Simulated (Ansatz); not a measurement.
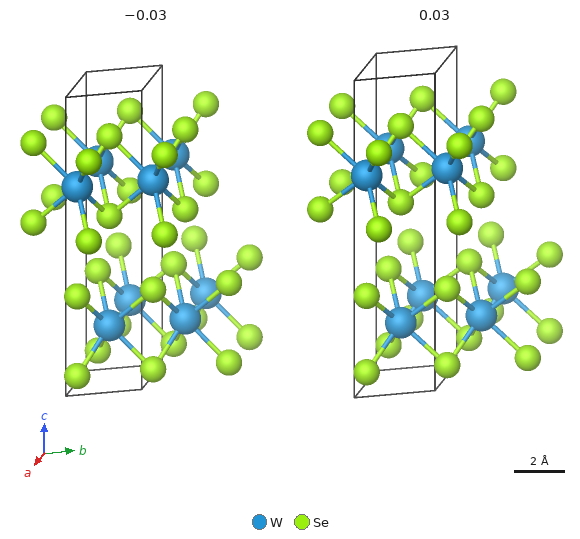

Crystalline WSe$_{2}$ (set up in P6_3/mmc), under equal strain along all axes (cell held, atoms relaxed), with energies (extrapolated to zero smearing) counted from the relaxed crystal, which is the row at zero. The picture shows the first and the last member. Style: ball-and-stick. Shown: the cell of the calculation, repeated 2 × 2 × 1 with one cell outlined, slightly off an axis.

Computed with Ansatz 0.2.0: DFT PBEsol, scalar-relativistic, plane waves, PAW. (plane-wave cutoff 420 eV; k-point mesh 12 × 12 × 2; occupations gaussian; smearing width 0.02 eV; no spin polarisation; atoms relaxed in a fixed cell; force threshold 0.008 eV/Å)

```tsv
strain	energy (meV/atom)	a (Å)	c (Å)	band gap (eV)
−0.03	33.03	3.173	12.827	0.84
−0.02	14.13	3.206	12.959	0.92
−0.01	3.41	3.238	13.091	0.97
0.0	0.00	3.271	13.224	1.02
0.01	3.16	3.304	13.356	1.06
0.02	?	?	?	?
0.03	26.88	3.369	13.620	0.96
```

Q: One row is withheld. What does the calculation give there?

A: A parabola through three neighbouring rows (0.0, 0.01, 0.03) gives, with Lagrange weights, (−0.3333)(0.00) + (1.0000)(3.16) + (0.3333)(26.88) = 12.12 meV/atom. The calculation gives 12.29 meV/atom (a = 3.337 Å, c = 13.488 Å). The estimate is 0.17 meV/atom too low. For the gap a parabola through the rows 0.0, 0.01, 0.03 gives 1.04 eV, and the calculation 1.10 eV (semilocal gaps, lower than measured ones as a rule). From the first member to the last: W–W 3.173 → 3.369 Å, Se–W 2.505 → 2.544 Å.

The whole series:

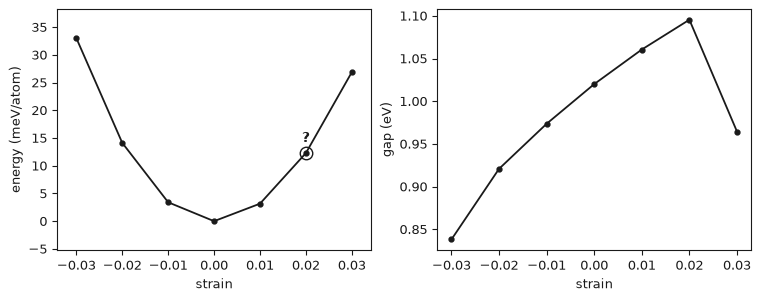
